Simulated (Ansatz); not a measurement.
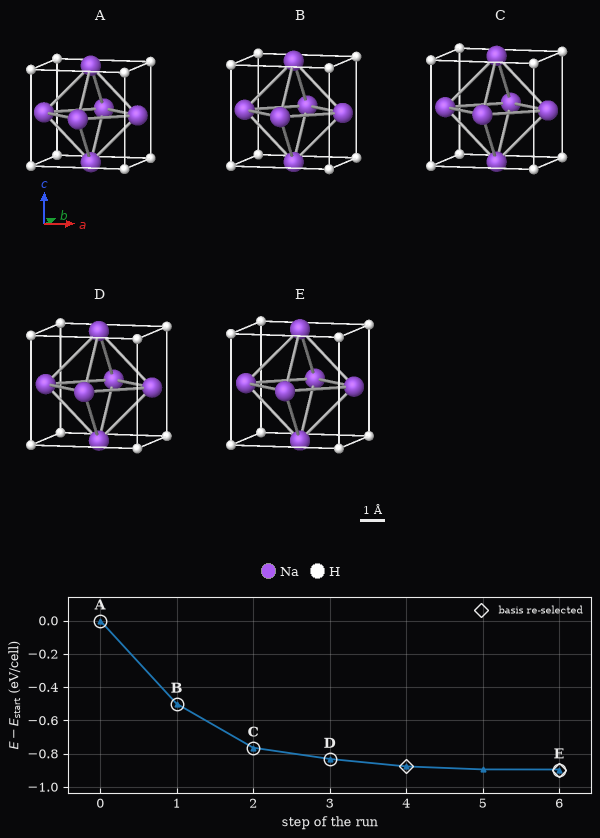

Frames of a relaxation of crystalline Na₃H (built on the Cu3Au (L1_2)_221 type) (coarse preliminary run), marked on the history of the run. A ball-and-stick model of the cell of the calculation, seen slightly off an axis.

Case: Cu3Au (L1_2) type (Pm-3m, No. 221).

Level of theory: DFT PBE, scalar-relativistic, plane waves, PAW (Ansatz).

The input:
```yaml
crystal:
  lattice:
    - [4.0547975109, 0.0, 0.0]
    - [0.0, 4.0547975109, 0.0]
    - [0.0, 0.0, 4.0547975109]
  atoms:
    - { symbol: Na, position: [0.0, 0.5, 0.5] }
    - { symbol: Na, position: [0.5, 0.0, 0.5] }
    - { symbol: Na, position: [0.5, 0.5, 0.0] }
    - { symbol: H, position: [0.0, 0.0, 0.0] }
basis:
  ecutwfc: 420
kpoints:
  mp_grid: { grid: [4, 4, 4] }
hamiltonian:
  xc: pbe
scf:
  occupations: { method: gaussian, width: 0.1 }
  lower_state_search: "off"
output:
  forces: true
  stress: true
  eigenvalues: true
relax:
  adjacent_minimum: "off"
  f_tol: 0.04
  max_steps: 70
  cell: { stress_tol: 0.4 }
```

Command:
```bash
ansatz run input.yaml --threads 1 --pin off --max-ram 2560MiB --backend cpu --events-out ev --progress --plain --runs-dir out
```

Q: Describe the path.

A: After 4 accepted moves (6 points after the start) the energy has fallen by 0.895 eV per cell of the calculation. All forces vanish by symmetry, so only the cell relaxes. The pressure goes from 10.58 to 0.35 GPa. The SCF was repeated twice at an unchanged geometry on a basis and grid sized afresh for the cell, which shifted the energy by 45.0 meV per cell of the calculation at most. The atoms keep their places relative to the cell (all moves are under 0.005 Å). The drawn cell changes as follows: a = b = c 4.055 → 4.678 Å (+15.4 %); the volume changes by +53.6 %. Near-neighbour distances that change, for instance: Na1–Na2 2.867 → 3.308 Å. The space group stays Pm-3m (No. 221). From step 0 to 1: volume +15.3 %, energy −0.500 eV per cell of the calculation. From step 1 to 2: volume +14.6 %, energy −0.264 eV per cell of the calculation. From step 2 to 3: volume +10.8 %, energy −67.5 meV per cell of the calculation. From step 3 to 6: volume +4.9 %, energy −63.6 meV per cell of the calculation.

| step | E − E(0), meV/atom | pressure, GPa | volume, Å³/atom | note |
| --- | --- | --- | --- | --- |
| 0 | 0.00 | 10.58 | 16.667 |  |
| 1 | -125.04 | 5.58 | 19.225 |  |
| 2 | -191.09 | 2.24 | 22.032 |  |
| 3 | -207.96 | 0.14 | 24.407 |  |
| 4 | -219.21 | 0.92 | 24.407 | same geometry, new basis |
| 5 | -223.72 | 0.36 | 25.592 |  |
| 6 | -223.85 | 0.35 | 25.592 | same geometry, new basis |

Limits of the set-up: the k-point mesh is coarse for a cell with partly filled bands.
